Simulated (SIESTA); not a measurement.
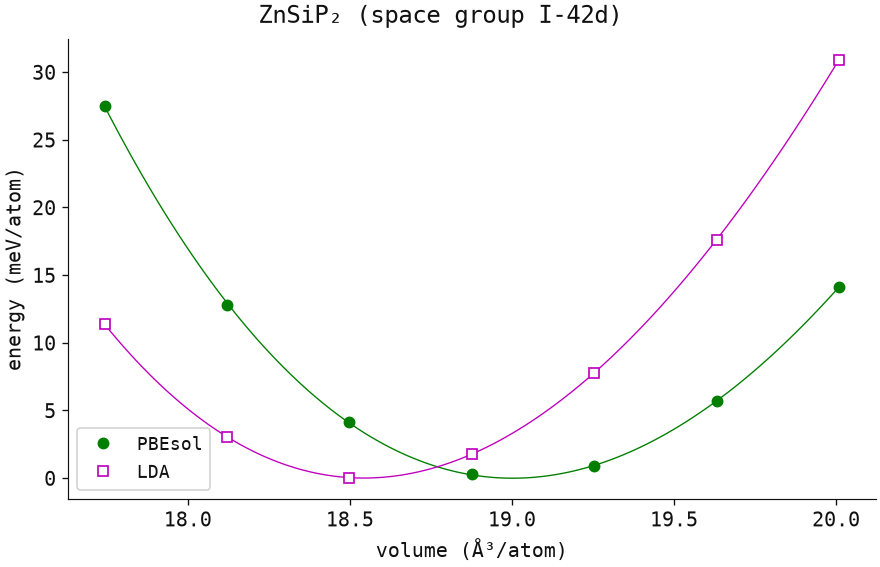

Plotted: energy against volume, with one curve for each functional, for ZnSiP₂ (space group I-42d).

Method: DFT in numerical atomic orbitals with pseudopotentials, no spin polarisation; energies at scaled volumes of the given cell, shape and fractions fixed, counted from the fit's minimum, third-order Birch-Murnaghan fit (SIESTA 5.4.2). All runs: no spin polarisation.

k mesh 5×5×5; occupations Fermi–Dirac; smearing width 0.05 eV; potentials PseudoDojo 0.4 standard, converted to PSML, two zetas on semicore shells.

Q: Order the curves by fitted equilibrium volume, smallest first.

A: LDA 18.543, PBEsol 19.002 Å³/atom.

Q: Order the curves by fitted bulk modulus, smallest first.

A: PBEsol 93.2, LDA 97.7 GPa.

Keep in mind: mulliken charges of long orbitals; short basis over semicore shells; valence orbitals made in semicore potential; shape and atomic fractions are frozen while scaling, which makes layered, chain and framework solids too stiff.

The computed values:

PBEsol:
| volume (Å³/atom) | energy (meV/atom) |
| --- | --- |
| 17.74 | 27.47 |
| 18.12 | 12.82 |
| 18.50 | 4.14 |
| 18.88 | 0.30 |
| 19.25 | 0.89 |
| 19.63 | 5.70 |
| 20.01 | 14.14 |

LDA:
| volume (Å³/atom) | energy (meV/atom) |
| --- | --- |
| 17.74 | 11.36 |
| 18.12 | 3.06 |
| 18.50 | 0.03 |
| 18.88 | 1.77 |
| 19.25 | 7.77 |
| 19.63 | 17.62 |
| 20.01 | 30.91 |
